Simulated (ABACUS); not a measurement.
# Run report: PbO, band-structure run (part 2 of 2)

PbO (P4/nmm, 4 atoms in the cell); Kohn-Sham DFT of a periodic cell, LDA, GBRV ultrasoft 1.5 LDA, no spin polarisation (ABACUS 3.10.1); cutoff 544.23 eV, fermi-dirac of 0.05 eV. The structure derives from an entry of the Crystallography Open Database. It belongs to a series of runs on one base structure; here: bands on the converged density.

Geometry of the input (Å; fractional positions):
```
3.9900  0.0000  0.0000
0.0000  3.9900  0.0000
0.0000  0.0000  5.0100
Pb 0.5000  0.0000  0.7600
Pb 0.0000  0.5000  0.2400
O  0.5000  0.5000  0.0000
O  0.0000  0.0000  0.0000
```

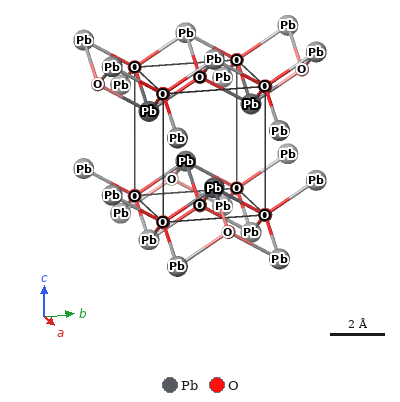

The structure (ball-and-stick view of the cell of the calculation, seen slightly off an axis; neighbours outside the cell are drawn fainter). An atom can appear more than once, as a periodic image.

Log, continued:
```
 PW ALGORITHM --------------- ION=   1  ELEC=   1--------------------------------
 k(1/93) Iter steps (avg)=17 threshold=1e-07
 k(2/93) Iter steps (avg)=16 threshold=1e-07
 k(3/93) Iter steps (avg)=15 threshold=1e-07
 k(4/93) Iter steps (avg)=16 threshold=1e-07
 k(5/93) Iter steps (avg)=15 threshold=1e-07
 k(6/93) Iter steps (avg)=16 threshold=1e-07
 k(7/93) Iter steps (avg)=15 threshold=1e-07
 k(8/93) Iter steps (avg)=14 threshold=1e-07
 k(9/93) Iter steps (avg)=15 threshold=1e-07
 k(10/93) Iter steps (avg)=15 threshold=1e-07
 k(11/93) Iter steps (avg)=14 threshold=1e-07
 k(12/93) Iter steps (avg)=15 threshold=1e-07
 k(13/93) Iter steps (avg)=15 threshold=1e-07
 k(14/93) Iter steps (avg)=15 threshold=1e-07
 k(15/93) Iter steps (avg)=15 threshold=1e-07
 k(16/93) Iter steps (avg)=15 threshold=1e-07
 k(17/93) Iter steps (avg)=15 threshold=1e-07
 k(18/93) Iter steps (avg)=14 threshold=1e-07
 k(19/93) Iter steps (avg)=14 threshold=1e-07
 k(20/93) Iter steps (avg)=15 threshold=1e-07
 k(21/93) Iter steps (avg)=15 threshold=1e-07
 k(22/93) Iter steps (avg)=15 threshold=1e-07
 k(23/93) Iter steps (avg)=17 threshold=1e-07
 k(24/93) Iter steps (avg)=15 threshold=1e-07
[... levels at 24 k points of this process ...]

 Density error is 0.00000000000
                          Error Threshold = 1.00000000000e-07
----------------------------------------------------------
     Energy           Rydberg                 eV
----------------------------------------------------------
 E_KohnSham     -392.6361627653      -5342.0890544640
 E_KS(sigma->0) -392.6361626796      -5342.0890532981
 E_Harris       -392.6361627653      -5342.0890544640
 E_band         -7.9275223271        -107.8594746709
 E_one_elec     -108.1342103533      -1471.2414095350
 E_Hartree      83.2459274857        1132.6189491010
 E_xc           -140.6098765031      -1913.0955155184
 E_Ewald        -227.1380032233      -3090.3710761797
 E_entropy(-TS) -0.0000001714        -0.0000023318
 E_descf        0.0000000000         0.0000000000
 E_exx          0.0000000000         0.0000000000
 E_Fermi        0.6496088276         8.8383815262
----------------------------------------------------------

 charge density convergence is achieved
 final etot is -5342.0890545 eV
 EFERMI = 8.8383815262 eV

 STATE ENERGY(eV) AND OCCUPATIONS    NSPIN == 1
 1/24 kpoint (Cartesian) = 0.0000 0.0000 0.0000 (2323 pws)
       1       -9.68242      0.0215054
       2       -9.19393      0.0215054
       3       -7.58708      0.0215054
       4       -7.58708      0.0215054
       5       -7.52382      0.0215054
       6       -7.50958      0.0215054
       7       -7.42889      0.0215054
       8       -7.35816      0.0215054
       9       -7.35816      0.0215054
      10       -7.35645      0.0215054
      11       -7.32886      0.0215054
      12       -5.88161      0.0215054
      13        1.07128      0.0215054
      14        1.54663      0.0215054
      15        4.09531      0.0215054
      16        4.09531      0.0215054
      17        6.65372      0.0215054
      18        6.72541      0.0215054
      19        6.72541      0.0215054
      20        8.25726      0.0215052
      21        10.6387    4.95288e-18
      22        13.7375    6.01230e-45
      23        13.7829    2.42501e-45
      24        13.7829    2.42501e-45
      25        14.7781    5.50169e-54
      26        14.7781    5.50169e-54
      27        15.6774    8.50297e-62
      28        16.2591    7.52976e-67
      29        16.7348    5.56122e-71
      30        16.7573    3.54623e-71

 2/24 kpoint (Cartesian) = 0.0000 0.012531 0.0000 (2325 pws)
       1       -9.67699      0.0215054
       2       -9.19533      0.0215054
       3       -7.58580      0.0215054
       4       -7.58573      0.0215054
       5       -7.52197      0.0215054
       6       -7.50823      0.0215054
       7       -7.42957      0.0215054
       8       -7.36523      0.0215054
       9       -7.35893      0.0215054
      10       -7.34307      0.0215054
      11       -7.33006      0.0215054
      12       -5.88841      0.0215054
      13        1.05950      0.0215054
      14        1.54912      0.0215054
      15        4.10307      0.0215054
      16        4.11068      0.0215054
      17        6.57172      0.0215054
      18        6.70804      0.0215054
      19        6.73735      0.0215054
      20        8.26189      0.0215052
      21        10.7149    1.07892e-18
      22        13.4272    2.98257e-42
      23        13.7961    1.86503e-45
      24        13.9367    1.11926e-46
      25        14.6723    4.56579e-53
      26        14.7901    4.33138e-54
      27        15.7523    1.90137e-62
      28        16.4288    2.52680e-68
      29        16.7385    5.16528e-71
      30        16.7572    3.55570e-71

 3/24 kpoint (Cartesian) = 0.0000 0.025063 0.0000 (2319 pws)
       1       -9.66112      0.0215054
       2       -9.19968      0.0215054
       3       -7.58200      0.0215054
       4       -7.58167      0.0215054
       5       -7.51644      0.0215054
       6       -7.50389      0.0215054
       7       -7.43154      0.0215054
       8       -7.36967      0.0215054
       9       -7.36122      0.0215054
      10       -7.33354      0.0215054
      11       -7.31991      0.0215054
      12       -5.90922      0.0215054
      13        1.02658      0.0215054
      14        1.55455      0.0215054
      15        4.12770      0.0215054
      16        4.15646      0.0215054
      17        6.40498      0.0215054
      18        6.65650      0.0215054
      19        6.71270      0.0215054
      20        8.26833      0.0215051
      21        10.9236    1.66277e-20
      22        12.9665    2.99421e-38
      23        13.8353    8.51592e-46
      24        14.0698    7.81155e-48
      25        14.4137    8.04826e-51
      26        14.8245    2.17846e-54
      27        15.8535    2.51188e-63
      28        16.7456    4.47754e-71
      29        16.7572    3.55607e-71
      30        16.9188    1.40129e-72

 4/24 kpoint (Cartesian) = 0.0000 0.037594 0.0000 (2305 pws)
       1       -9.63602      0.0215054
       2       -9.20723      0.0215054
       3       -7.57581      0.0215054
       4       -7.57499      0.0215054
       5       -7.50728      0.0215054
       6       -7.49638      0.0215054
       7       -7.43475      0.0215054
       8       -7.37244      0.0215054
       9       -7.36485      0.0215054
      10       -7.33901      0.0215054
      11       -7.28603      0.0215054
      12       -5.94515      0.0215054
      13       0.979342      0.0215054
      14        1.55713      0.0215054
      15        4.17249      0.0215054
      16        4.23160      0.0215054
      17        6.20480      0.0215054
      18        6.57234      0.0215054
      19        6.64421      0.0215054
      20        8.25583      0.0215052
      21        11.2152    4.87722e-23
      22        12.4907    4.06072e-34
      23        13.8999    2.33692e-46
      24        14.1104    3.47371e-48
      25        14.2264    3.40870e-49
      26        14.8766    7.67533e-55
      27        15.9414    4.32742e-64
      28        16.7511    4.01392e-71
      29        16.7582    3.48202e-71
      30        17.5857    2.25944e-78

 5/24 kpoint (Cartesian) = 0.0000 0.050125 0.0000 (2311 pws)
       1       -9.60351      0.0215054
       2       -9.21835      0.0215054
       3       -7.56745      0.0215054
       4       -7.56591      0.0215054
       5       -7.49467      0.0215054
       6       -7.48673      0.0215054
       7       -7.43909      0.0215054
       8       -7.37406      0.0215054
       9       -7.36954      0.0215054
      10       -7.34604      0.0215054
      11       -7.23985      0.0215054
      12       -5.99763      0.0215054
      13       0.927853      0.0215054
      14        1.54821      0.0215054
      15        4.24099      0.0215054
      16        4.33444      0.0215054
      17        6.00973      0.0215054
      18        6.45810      0.0215054
      19        6.54206      0.0215054
      20        8.19577      0.0215053
      21        11.5247    9.98243e-26
      22        12.0767    1.60430e-30
      23        13.8532    5.94330e-46
      24        13.9889    3.94322e-47
      25        14.4126    8.23086e-51
      26        14.9385    2.22600e-55
      27        16.0402    6.00463e-65
      28        16.7542    3.77261e-71
      29        16.7581    3.49236e-71
      30        18.3129    1.09102e-84

 6/24 kpoint (Cartesian) = 0.0000 0.062657 0.0000 (2301 pws)
       1       -9.56578      0.0215054
       2       -9.23333      0.0215054
       3       -7.55719      0.0215054
       4       -7.55486      0.0215054
       5       -7.47894      0.0215054
       6       -7.47747      0.0215054
       7       -7.44455      0.0215054
       8       -7.37483      0.0215054
       9       -7.37448      0.0215054
      10       -7.35406      0.0215054
      11       -7.17920      0.0215054
      12       -6.06780      0.0215054
      13       0.883686      0.0215054
      14        1.51848      0.0215054
      15        4.33561      0.0215054
      16        4.46270      0.0215054
      17        5.84888      0.0215054
      18        6.31719      0.0215054
      19        6.41941      0.0215054
      20        8.06258      0.0215054
      21        11.7657    8.06053e-28
      22        11.7743    6.78906e-28
      23        13.7206    8.43634e-45
      24        14.1003    4.24804e-48
      25        14.6135    1.47963e-52
      26        14.9983    6.73166e-56
      27        16.1602    5.44090e-66
      28        16.7565    3.60438e-71
      29        16.7590    3.43027e-71
      30        19.0388        0.00000

[... levels at 18 further k points ...]

 --------------------------------------------
 !FINAL_ETOT_IS -5342.089054464022 eV
 --------------------------------------------

 Output bands in file: OUT.PbO/BANDS_1.dat
```

Standard output:
```
ABACUS v3.10.1

               Atomic-orbital Based Ab-initio Computation at UStc

%%%%%%%%%%%%%%%%%%%%%%%%%%%%%%%%%%%%%%%%%%%%%%%%%%%%%%%%%%%%%%%%%%%%%%%%%%%%%%%%%%%%%%%%%%%%%%%%%%%%%%%%%
 Warning: the number of valence electrons in pseudopotential > 4 for Pb: [Xe] 4f14 5d10 6s2 6p2
 Pseudopotentials with additional electrons can yield (more) accurate outcomes, but may be less efficient.
 If you're confident that your chosen pseudopotential is appropriate, you can safely ignore this warning.
%%%%%%%%%%%%%%%%%%%%%%%%%%%%%%%%%%%%%%%%%%%%%%%%%%%%%%%%%%%%%%%%%%%%%%%%%%%%%%%%%%%%%%%%%%%%%%%%%%%%%%%%%

 UNIFORM GRID DIM        : 32 * 32 * 40
 UNIFORM GRID DIM(BIG)   : 45 * 45 * 54
 UNIFORM GRID DIM(DENSE) : 45 * 45 * 54
 ---------------------------------------------------------
 ---------------------------------------------------------
 SPIN    KPOINTS         PROCESSORS  THREADS
 1       93              4           4
 ---------------------------------------------------------
 Use plane wave basis
 ---------------------------------------------------------
 ELEMENT NATOM       XC
 Pb      2
 O       2
 ---------------------------------------------------------
 Initial plane wave basis and FFT box
 ---------------------------------------------------------
 -------------------------------------------
 NONSELF-CONSISTENT :
 -------------------------------------------
 START CHARGE      : file
 ITER       ETOT/eV          EDIFF/eV         DRHO     TIME/s
 DA1     -5.34208905e+03   0.00000000e+00   0.0000e+00   6.67
```
